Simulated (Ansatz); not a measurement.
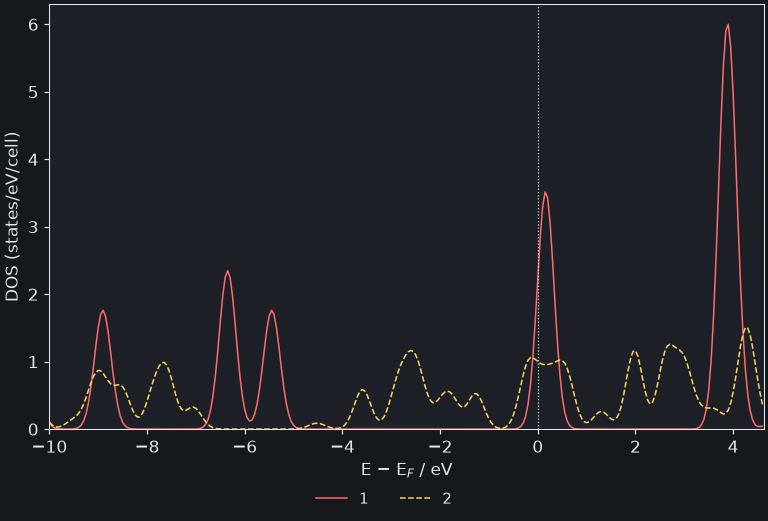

Densities of states of two runs on Pb, space group Fm-3m (No. 225), 1 atom in the cell, each from its own Fermi level, built from the levels of each run's k mesh with Gaussians 0.4 eV wide, which blur the band edges.

Input of the base run:

```
crystal:
  lattice:
    - [0.0, 2.47744782, 2.47744782]
    - [2.47744782, 0.0, 2.47744782]
    - [2.47744782, 2.47744782, 0.0]
  atoms:
    - { symbol: Pb, position: [0.0, 0.0, 0.0] }
  symmetry: { tolerance: 0.0003 }
kpoints:
  mp_grid: { grid: [6, 6, 6], shift: [0, 0, 0] }
magnetization:
  spin_polarized: false
scf:
  occupations: { method: fermi_dirac }
hamiltonian:
  pseudopotentials: { kind: paw }
  xc: r2scan
basis:
  ecutwfc: 500
output:
  forces: true
  stress: true
  eigenvalues: true
```

Launched with:
```bash
ansatz run input.yaml --threads 1 --pin off --max-ram 2560MiB --backend cpu --events-out ev --progress --plain --runs-dir out
```

The second run changes kpoints.mp_grid.grid from [6, 6, 6] to [2, 2, 2] and scf.convergence.dr2_threshold from the default to 0.0001.

### Which curve is the changed run?

Curve 1. Both runs have no gap on their mesh. The coarser mesh has fewer levels, so its curve breaks up into taller, sparser peaks. The free energy falls by 1917 meV an atom. The changed setting is too loose to trust, so the base run is the one to use.

On the base run: Spin-orbit coupling is left out, which matters for Pb.
